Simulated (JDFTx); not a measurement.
## A series of single points on Pb

System: Pb (Fm-3m, 1 atom in the cell).
Method: Kohn-Sham DFT of a periodic cell, PBEsol, PseudoDojo-SR-PBEsol-0.4.1-standard, no spin polarisation (JDFTx 1.7.0 (patched build)).

The 7 runs differ only in the geometry, by an even scaling of the cell at fixed fractional positions. The structure derives from an entry of the Crystallography Open Database.

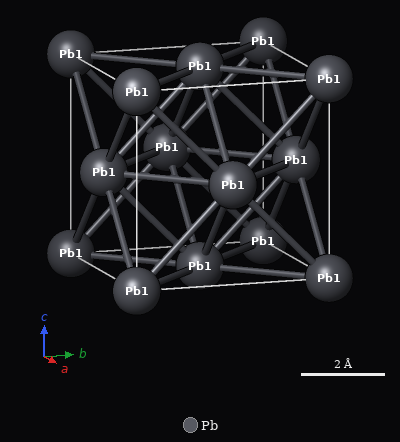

Figure 1. The structure of run 4 (ball-and-stick view of the cell 4 times as large as that of the calculation, set on its symmetry axes, seen slightly off an axis; atoms are numbered from 1 in the order of the input). An atom can appear more than once, as a periodic image.

### Input of run 4
```
lattice \
    0.0000000000     4.6771099530     4.6771099530 \
    4.6771099530     0.0000000000     4.6771099530 \
    4.6771099530     4.6771099530     0.0000000000
coords-type Lattice
ion Pb     0.0000000000     0.0000000000     0.0000000000 1

ion-species pseudo/Pb.upf
elec-cutoff 28
elec-ex-corr gga-PBEsol
kpoint-folding 9 9 9
elec-smearing Fermi 0.0018374661
elec-n-bands 13
electronic-SCF nIterations 100 energyDiffThreshold 1e-09
electronic-minimize nIterations 30 energyDiffThreshold 1e-7
forces-output-coords Cartesian

dump-name run.$VAR
dump End Ecomponents EigStats BandEigs Kpoints Forces Stress ElecDensity Dtot KEdensity
```

Command:
```bash
jdftx -c 1 -i Pb.in -o Pb.out
```

Run 2 differs from it as follows:
```diff
-    0.0000000000     4.6771099530     4.6771099530 \
-    4.6771099530     0.0000000000     4.6771099530 \
-    4.6771099530     4.6771099530     0.0000000000
+    0.0000000000     4.6138980156     4.6138980156 \
+    4.6138980156     0.0000000000     4.6138980156 \
+    4.6138980156     4.6138980156     0.0000000000
```

### Results, with one run withheld

```csv
run,volume per atom (Å³),"free energy per atom, from the lowest run given (meV)",pressure (GPa)
1,28.503,11.68,2.79
2,29.110,?,?
3,29.716,0.00,0.39
4,30.323,0.41,−0.59
5,30.929,4.31,−1.46
6,31.535,11.24,−2.21
7,32.142,20.87,−2.88
```

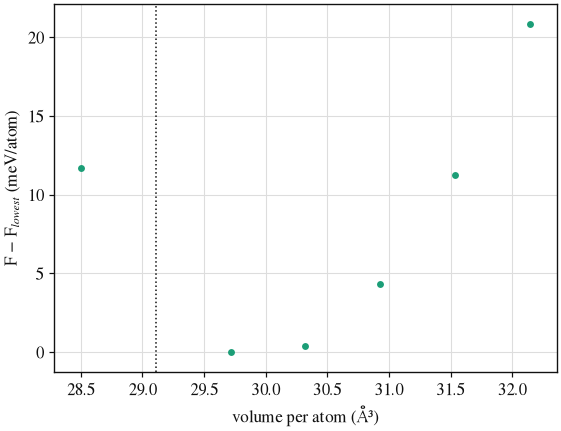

Figure 2. Free energy per atom of the runs given; the dotted line marks run 2.

Fit the runs given and predict run 2.

A cubic polynomial in V^(−2/3) (the Birch–Murnaghan form), fitted to the 6 runs given, misses them by at most 0.01 meV per atom. With x = V^(−2/3) − 0.10247 Å⁻², it reads F = 1.1372 − 2319.7 x + 9.375e+05 x² + 7.0944e+06 x³ (meV per atom). At run 2 it gives 3.57 meV per atom, and the run itself gives 3.58. The slope of the fit gives a pressure −dF/dV of 1.52 GPa there, and the run prints 1.52 GPa. The fit has its minimum at 29.950 Å³ per atom, where V d²F/dV² gives 49.3 GPa: the bulk modulus at this level, since symmetry fixes the shape and the positions.

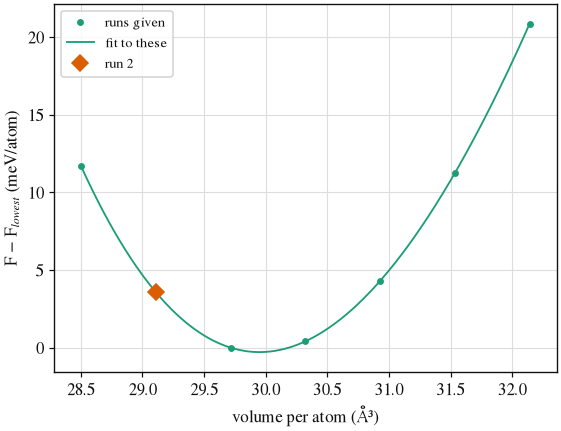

Figure 3. The fit and the withheld run.

### Some lines of the output (run 2)
```
[...]
unit cell volume = 196.442
     Etot =      -60.3648021944945796
        F =      -60.3649164087744836
	HOMO-LUMO gap: +0.008019
	Optical gap  : +0.051954 at state 31 ( [ +0.111111 +0.333333 -0.222222 ] spin 0 )
```

Notes: Spin–orbit coupling is left out, which matters for Pb.
